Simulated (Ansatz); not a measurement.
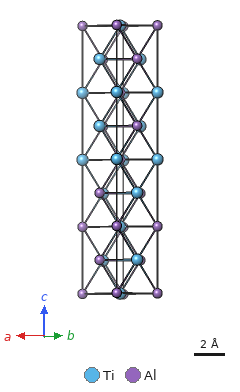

This is the input geometry for a relaxation of an interface cell of composition TiAl. The picture is a ball-and-stick view of the cell of the calculation, seen from a free direction.

Case: antiphase boundary on (1 1 0), species swapped.

All numbers below come from Ansatz 0.2.0, DFT PBE, scalar-relativistic, plane waves, PAW.

Input file:
```yaml
crystal:
  lattice:
    - [3.1863036829, 0.0, 0.0]
    - [0.0, 4.5061138822, 0.0]
    - [0.0, 0.0, 18.0244555287]
  atoms:
    - { symbol: Ti, position: [0.5, 0.5, 0.25] }
    - { symbol: Ti, position: [0.5, 1.0, 0.125] }
    - { symbol: Al, position: [0.0, 0.0, 0.0] }
    - { symbol: Al, position: [0.0, 0.5, 0.125] }
    - { symbol: Al, position: [0.5, 0.5, 0.5] }
    - { symbol: Ti, position: [0.5, 1.0, 0.375] }
    - { symbol: Al, position: [0.0, 1.0, 0.25] }
    - { symbol: Al, position: [0.0, 0.5, 0.375] }
    - { symbol: Al, position: [0.5, 0.5, 0.75] }
    - { symbol: Al, position: [0.5, 1.0, 0.625] }
    - { symbol: Ti, position: [0.0, 1.0, 0.5] }
    - { symbol: Ti, position: [0.0, 0.5, 0.625] }
    - { symbol: Ti, position: [0.5, 0.5, 1.0] }
    - { symbol: Al, position: [0.5, 1.0, 0.875] }
    - { symbol: Ti, position: [0.0, 0.0, 0.75] }
    - { symbol: Ti, position: [0.0, 0.5, 0.875] }
basis:
  ecutwfc: 420
kpoints:
  mp_grid: { grid: [10, 8, 2] }
hamiltonian:
  xc: pbe
scf:
  occupations: { method: gaussian, width: 0.1 }
output:
  forces: true
  stress: true
  eigenvalues: true
  populations: true
  write_density: true
  write_potential: true
  elf: true
  volumetric_format: npy
relax:
  adjacent_minimum: "off"
  f_tol: 0.02
  max_steps: 45
  cell: { fix: [a, b, alpha, beta, gamma], stress_tol: 0.1 }
```

Launched with:
```bash
ansatz run input.yaml --threads 2 --pin off --max-ram 5120MiB --backend cpu --events-out ev --progress --plain --runs-dir out
```

> Predict the outcome.

The largest moves relative to the cell, 0.044 Å, are those of Al3, Al5, Al8 and Al14. Al3 goes along −c. By element the largest moves are Al 0.044 Å, Ti 0.021 Å. The volume changes by +1.5 %, with a unchanged at 3.186 Å, b unchanged at 4.506 Å, c 18.024 → 18.302 Å (+1.5 %). Among the contacts that change: Al10–Ti11 2.759 → 2.824 Å, Al14–Ti15 2.759 → 2.810 Å, Ti12–Ti15 3.186 → 3.235 Å, Al3–Al14 2.759 → 2.716 Å. After 3 accepted moves (4 points after the start) the energy has fallen by 92.2 meV per cell of the calculation. Largest force component: 0.39 eV/Å at the start, 0.0031 eV/Å at the end. The pressure goes from 0.53 to −1.15 GPa. The SCF was repeated once at an unchanged geometry on a basis and grid sized afresh for the cell, which shifted the energy by 1.0 meV per cell of the calculation at most. The run took 98 s on 2 threads of Intel(R) Xeon(R) 6975P-C (Granite Rapids), on a shared host, peak memory 1.2 GiB.

The end point in the same view:

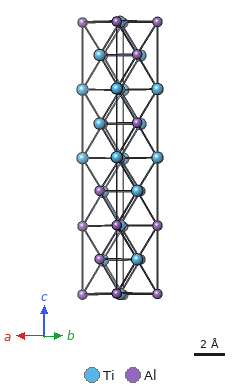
